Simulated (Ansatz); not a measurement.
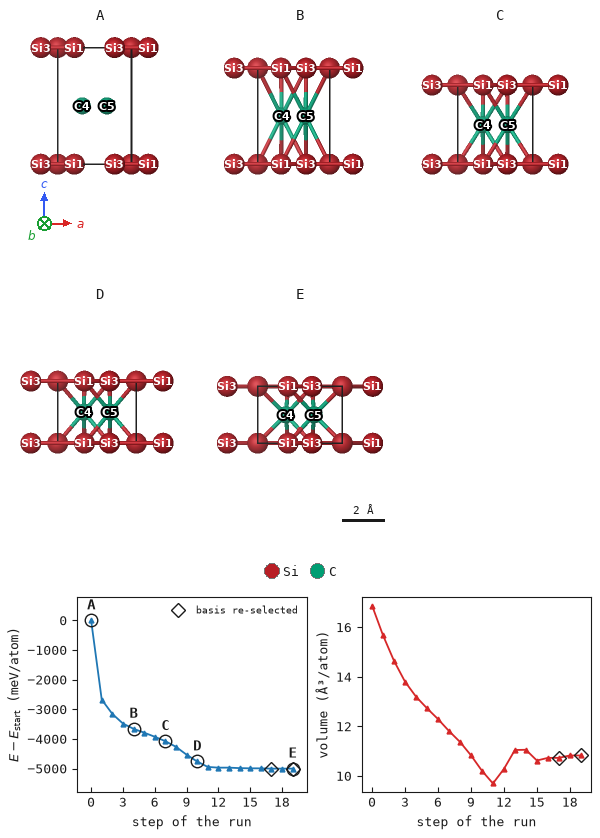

Frames of a relaxation of a crystal of Si$_{3}$C$_{2}$ (a generated structure, set up in P-62m) (coarse preliminary run), marked on the history of the run. The picture is a ball-and-stick view of the cell of the calculation, seen along the b axis.

The calculation used Ansatz, DFT PBE, scalar-relativistic, plane waves, PAW. Settings: plane-wave cutoff 420 eV; k-point mesh 6 × 6 × 4; occupations gaussian; smearing width 0.1 eV; no spin polarisation; cell and atoms relaxed; force threshold 0.04 eV/Å; at most 70 steps.

**Describe the path.**

After 17 accepted moves (19 points after the start) the energy has fallen by 4999 meV per atom. The largest force component goes from 43 to 0.0093 eV/Å. The pressure goes from 59.54 to −0.06 GPa. At 2 points the geometry stayed and the basis and grid were re-selected for the new cell (energy shift of 8.7 meV per atom at most each time). The largest moves relative to the cell, 0.63 Å, are those of Si atoms. C stays in place. The volume changes by −35.8 %, with a = b 4.145 → 4.756 Å (+14.7 %), c 5.670 → 2.764 Å (−51.3 %). Among the contacts that change: Si–Si 5.670 → 2.764 Å, Si–Si 1.633 → 2.958 Å, C–Si 3.278 → 2.060 Å, Si–Si 2.851 → 2.647 Å. New bonds form: C–Si (3.28 → 2.06 Å). Bonds break: Si–Si (1.63 → 2.96 Å). The space group stays P-62m (No. 189). From step 0 to 4: Si atoms move most (0.40 Å), volume −21.8 %, energy −3656 meV per atom. From step 4 to 7: Si atoms move most (0.06 Å), volume −10.5 %, energy −417 meV per atom. From step 7 to 10: volume −13.6 %, energy −685 meV per atom. From step 10 to 19: Si atoms move most (0.09 Å), volume +6.0 %, energy −241 meV per atom.

```
step  E − E(0), meV/atom  largest force component, eV/Å  pressure, GPa  volume, Å³/atom                      note
   0                0.00                        42.6350          59.54           16.875                          
   1            -2670.44                        12.8659          14.70           15.670                          
   2            -3153.00                         7.3564           7.01           14.642                          
   3            -3477.65                         3.3926           2.68           13.805                          
   4            -3655.82                         1.2360           1.12           13.201                          
   5            -3786.08                         0.3724           0.39           12.733                          
   6            -3923.36                         0.2311           0.22           12.298                          
   7            -4073.21                         0.1239           1.39           11.816                          
   8            -4262.88                         0.4217           1.94           11.376                          
   9            -4528.24                         0.5709           1.99           10.835                          
  10            -4758.47                         0.2116           6.36           10.213                          
  11            -4941.79                         0.1020          14.08            9.701                          
  12            -4966.81                         0.7490           2.10           10.285                          
  13            -4966.03                         0.3827           2.85           11.050                          
  14            -4982.34                         0.2512          -2.16           11.059                          
  15            -4989.29                         0.1285           0.42           10.625                          
  16            -4990.21                         0.0124           0.12           10.733                          
  17            -4998.91                         0.0058           0.88           10.733  same geometry, new basis
  18            -4999.14                         0.0092          -0.07           10.829                          
  19            -4999.28                         0.0093          -0.06           10.829  same geometry, new basis
```
